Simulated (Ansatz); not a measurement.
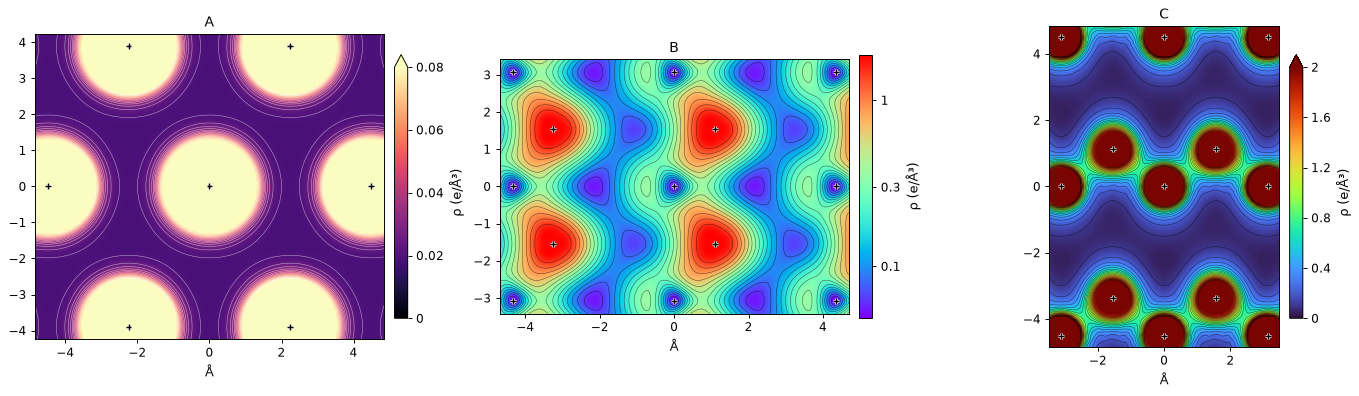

The valence charge density (pseudo) of 3 systems, each on a plane through atoms (crosses mark nuclei in the plane).

The calculation used DFT, LDA, PAW with Ansatz's default frozen-core files, scalar-relativistic; relaxation of cell and atoms (Ansatz).

System 1: SiC, the (011) plane of the conventional cell. Space group F-43m.

```yaml
crystal:
  lattice:
    - [4.34148, 0.00000, 0.00000]
    - [0.00000, 4.34148, 0.00000]
    - [0.00000, 0.00000, 4.34148]
  atoms:
    - { symbol: Si, position: [0.50000, 0.00000, 0.50000] }
    - { symbol: Si, position: [0.00000, 0.00000, 0.00000] }
    - { symbol: Si, position: [0.00000, 0.50000, 0.50000] }
    - { symbol: Si, position: [0.50000, 0.50000, 0.00000] }
    - { symbol: C, position: [0.25000, 0.25000, 0.75000] }
    - { symbol: C, position: [0.75000, 0.25000, 0.25000] }
    - { symbol: C, position: [0.75000, 0.75000, 0.75000] }
    - { symbol: C, position: [0.25000, 0.75000, 0.25000] }
```

System 2: K, the (111) plane of the conventional cell. Space group Fm-3m; computed without spin polarisation.

System 3: GaN, the (100) plane of the conventional cell. Space group I-4m2; a structure from a database of computed crystals, not necessarily the ambient phase; changed on purpose from its base cell (in-plane strain -0.01, out-of-plane length and atoms relaxed by PAW).

```
Ga N
1.0
     2.20543   -2.20543    0.00000
     2.20543    2.20543    0.00000
     0.00000    0.00000    4.50360
Ga N
2 2
Direct
  0.50000 0.50000 0.50000
  0.00000 0.00000 0.00000
  0.50000 0.00000 0.75000
  0.00000 0.50000 0.25000
```

> Which map belongs to which system?

Panel A is system 2, K: the plane holds K. K–K (4.50 Å): ρ is about 0.02 e/Å³ halfway. Panel B is system 1, SiC: the plane holds Si and C. Si–C (1.88 Å): the density is about 0.89 e/Å³ at the midpoint. Panel C is system 3, GaN: the plane holds Ga and N. Ga–N (1.92 Å): ρ at the midpoint is about 0.78 e/Å³.
